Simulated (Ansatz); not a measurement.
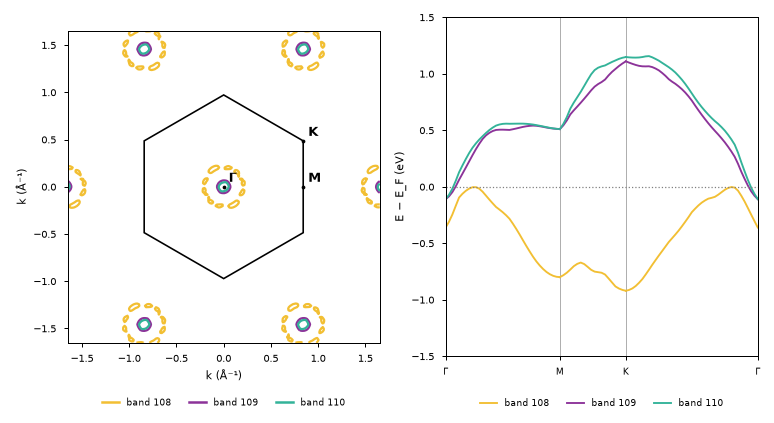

One free-standing GeSb2Te4 layer cut from the bulk crystal (space group of the slab cell P3m1): cut through the Fermi surface in the plane of the sheet, and the bands that cross the Fermi level.

Theory: DFT PBE, spin-orbit coupling, plane waves, PAW; levels and slopes on a k mesh at the converged density (Ansatz 0.2.0). Non-magnetic. The levels come from a k mesh of 18×18×1 points. Unrelaxed database geometry. The cell comes from a database of computed structures, not from a measurement.

### For each band, read its level at the labelled points (eV from the Fermi level).

```tsv
band	Γ	K	M
band 108	−0.36	−0.92	−0.80
band 109	−0.11	+1.11	+0.51
band 110	−0.11	+1.15	+0.51
```

Negative values are filled states.

Semilocal functionals overstate band overlaps, so a small overlap like this can be a small gap in truth. A band edge lies within 0.03 eV of the Fermi level, so pockets and density of states there aren't settled.
